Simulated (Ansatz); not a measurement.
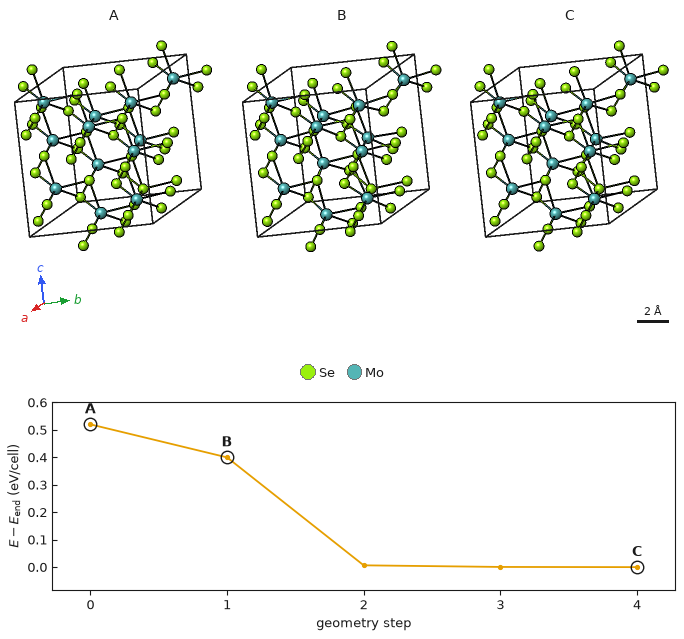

Frames of a relaxation of a defect cell of composition Mo$_{4}$Se$_{9}$, marked on the history of the run. The picture is a ball-and-stick view of the cell of the calculation, seen slightly off an axis.

Case: Se on a Mo site (a), charge +0, atoms relaxed at the host's cell.

These are results of DFT PBE, scalar-relativistic, plane waves, PAW (Ansatz 0.2.0), not measurements. Settings: plane-wave cutoff 420 eV; k-point mesh 2 × 2 × 2; occupations gaussian; smearing width 0.01 eV; mesh shifted by (0.5, 0.5, 0.5); no spin polarisation; atoms relaxed in a fixed cell; force threshold 0.025 eV/Å; at most 45 steps.

Describe the path.

Answer. The largest moves, 0.12 Å, are those of Se atoms. Largest moves by element: Se 0.12 Å, Mo 0.11 Å. The cell doesn't change. Some distances before and after: Se–Se 2.542 → 2.613 Å, Mo–Se 2.542 → 2.522 Å, Mo–Se 2.542 → 2.553 Å. Among the angles between lasting bonds that change: Se–Se–Se 82.1° → 77.6°, Se–Mo–Se 135.7° → 139.2°, Mo–Se–Mo 81.6° → 84.9°. The energy falls by 0.520 eV per cell of the calculation in 4 geometry steps. Largest force component: 0.95 eV/Å at the start, 0.0031 eV/Å at the end. From step 0 to 1: Mo and Se atoms move most (0.20 Å), energy −0.120 eV per cell of the calculation. From step 1 to 4: Mo atoms move most (0.10 Å), energy −0.400 eV per cell of the calculation.

```tsv
step	E − E(0), meV/atom	largest force component, eV/Å
0	0.00	0.9526
1	-3.09	1.0297
2	-13.17	0.1104
3	-13.32	0.0384
4	-13.34	0.0031
```
